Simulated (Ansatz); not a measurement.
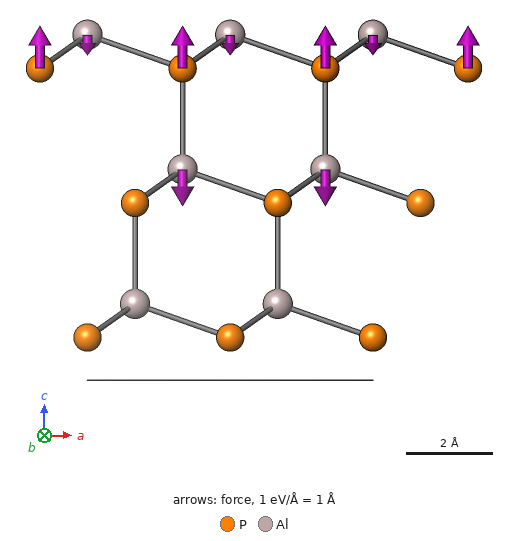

Starting geometry of a slab of composition AlP (cut from the F-43m phase) with the computed forces as purple arrows. A ball-and-stick model of the cell of the calculation, outlined in the plane, without the vacuum, seen along the b axis.

Case: clean slab, lower planes held. The slab is the (1 1 1) face of AlP. 12 atoms are held fixed.

These are results of DFT PBE+D3(BJ), scalar-relativistic, plane waves, PAW in Ansatz, not measurements.

The input:
```yaml
crystal:
  lattice:
    - [7.7102570176, 0.0, 0.0]
    - [-3.8551285088, 6.6772784469, 0.0]
    - [0.0, 0.0, 23.0823233045]
  atoms:
    - { symbol: P, position: [0.5, 0.0, 0.3465855622] }
    - { symbol: P, position: [0.5, 0.5, 0.3465855622] }
    - { symbol: P, position: [0.0, 0.0, 0.3465855622] }
    - { symbol: P, position: [0.0, 0.5, 0.3465855622] }
    - { symbol: Al, position: [0.1666666667, 0.8333333333, 0.3806776595] }
    - { symbol: Al, position: [0.1666666667, 0.3333333333, 0.3806776595] }
    - { symbol: Al, position: [0.6666666667, 0.8333333333, 0.3806776595] }
    - { symbol: Al, position: [0.6666666667, 0.3333333333, 0.3806776595] }
    - { symbol: P, position: [0.6666666667, 0.8333333333, 0.4829539514] }
    - { symbol: P, position: [0.6666666667, 0.3333333333, 0.4829539514] }
    - { symbol: P, position: [0.1666666667, 0.8333333333, 0.4829539514] }
    - { symbol: P, position: [0.1666666667, 0.3333333333, 0.4829539514] }
    - { symbol: Al, position: [0.3333333333, 0.6666666667, 0.5170460486] }
    - { symbol: Al, position: [0.3333333333, 0.1666666667, 0.5170460486] }
    - { symbol: Al, position: [0.8333333333, 0.6666666667, 0.5170460486] }
    - { symbol: Al, position: [0.8333333333, 0.1666666667, 0.5170460486] }
    - { symbol: P, position: [0.8333333333, 0.6666666667, 0.6193223405] }
    - { symbol: P, position: [0.8333333333, 0.1666666667, 0.6193223405] }
    - { symbol: P, position: [0.3333333333, 0.6666666667, 0.6193223405] }
    - { symbol: P, position: [0.3333333333, 0.1666666667, 0.6193223405] }
    - { symbol: Al, position: [0.5, 0.5, 0.6534144378] }
    - { symbol: Al, position: [0.5, 0.0, 0.6534144378] }
    - { symbol: Al, position: [0.0, 0.5, 0.6534144378] }
    - { symbol: Al, position: [0.0, 0.0, 0.6534144378] }
basis:
  ecutwfc: 420
kpoints:
  mp_grid: { grid: [3, 3, 1] }
hamiltonian:
  xc: pbe
  dispersion: d3bj
scf:
  occupations: { method: gaussian, width: 0.05 }
output:
  forces: true
  eigenvalues: true
  write_density: true
  write_potential: true
  elf: true
  volumetric_format: npy
relax:
  adjacent_minimum: "off"
  f_tol: 0.03
  max_steps: 70
  constraints: [{ sites: [0, 1, 2, 3, 4, 5, 6, 7, 8, 9, 10, 11] }]
efield:
  axis: 3
  dipole_correction: true
  ramp_width: 0.04
```

Launched with:
```bash
ansatz run input.yaml --threads 2 --pin off --max-ram 5120MiB --backend cpu --events-out ev --progress --plain --runs-dir out
```

Q: Is this structure relaxed? If not, where do the atoms go?

A: It isn't relaxed: the largest force vector, on P atoms, is 1.01 eV/Å. The final displacements follow the starting forces only in part (cosine between the two patterns 0.70). The largest moves, 0.15 Å, are those of Al21, Al22, Al23 and Al24. Al21 goes along the normal (−c). Largest moves by element: Al 0.15 Å, P 0.02 Å. The cell stays as it was. Near-neighbour distances that change, for instance: Al13–P19 2.361 → 2.478 Å, P17–Al21 2.361 → 2.310 Å, P10–Al14 2.361 → 2.330 Å. Bond angles that change, for instance: Al16–P18–Al22 109.5° → 105.5°, Al22–P18–Al23 109.5° → 113.1°, P17–Al23–P18 109.5° → 113.1°. Over 3 geometry steps the energy falls by 0.327 eV per cell of the calculation. The largest force component goes from 1 to 0.017 eV/Å. The run took 66 s on 2 threads of Arm Neoverse V1, with other jobs on the host, peak memory 1.3 GiB.
